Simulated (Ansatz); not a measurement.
System: GeSb$_{2}$Te$_{4}$.

```yaml
crystal:
  lattice:
    - [4.21663, 0.00000, 0.00000]
    - [-2.10831, 3.65170, 0.00000]
    - [0.00000, 0.00000, 38.57690]
  atoms:
    - { symbol: Te, position: [0.66667, 0.33333, 0.04149] }
    - { symbol: Te, position: [0.33333, 0.66667, 0.37482] }
    - { symbol: Te, position: [0.00000, 0.00000, 0.70816] }
    - { symbol: Te, position: [0.00000, 0.00000, 0.29184] }
    - { symbol: Te, position: [0.66667, 0.33333, 0.62518] }
    - { symbol: Te, position: [0.33333, 0.66667, 0.95851] }
    - { symbol: Te, position: [0.33333, 0.66667, 0.23715] }
    - { symbol: Te, position: [0.00000, 0.00000, 0.57048] }
    - { symbol: Te, position: [0.66667, 0.33333, 0.90381] }
    - { symbol: Te, position: [0.33333, 0.66667, 0.09619] }
    - { symbol: Te, position: [0.00000, 0.00000, 0.42952] }
    - { symbol: Te, position: [0.66667, 0.33333, 0.76285] }
    - { symbol: Sb, position: [0.66667, 0.33333, 0.19179] }
    - { symbol: Sb, position: [0.33333, 0.66667, 0.52513] }
    - { symbol: Sb, position: [0.00000, 0.00000, 0.85846] }
    - { symbol: Sb, position: [0.00000, 0.00000, 0.14154] }
    - { symbol: Sb, position: [0.66667, 0.33333, 0.47487] }
    - { symbol: Sb, position: [0.33333, 0.66667, 0.80821] }
    - { symbol: Ge, position: [0.00000, 0.00000, 0.00000] }
    - { symbol: Ge, position: [0.66667, 0.33333, 0.33333] }
    - { symbol: Ge, position: [0.33333, 0.66667, 0.66667] }
```

Space group R-3m; a structure from a database of computed crystals, not necessarily the ambient phase.

Level of theory: Kohn-Sham DFT of a periodic cell, LDA, Ansatz PAW in Ansatz 0.2.0.

**What can the converged valence pseudo-density and electron localisation function tell about the bonding?**

Ge–Te (2.91 Å): ρ at the midpoint is about 0.29 e/Å³; the ELF peaks at about 0.65 in the valence shell of Te, 1.3 Å from its nucleus, and is about 0.55 at the midpoint.
Sb–Te (3.00 Å): ρ is about 0.31 e/Å³ halfway; the ELF peaks at about 0.60 between the atoms.

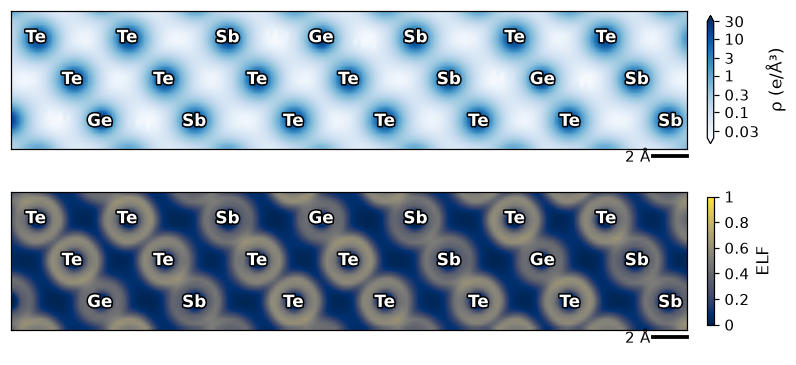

Computed valence pseudo-density and electron localisation function on the (110) plane of the conventional cell, in this order. 

In a PAW calculation such maps are meaningful between the atoms, not at the nuclei.
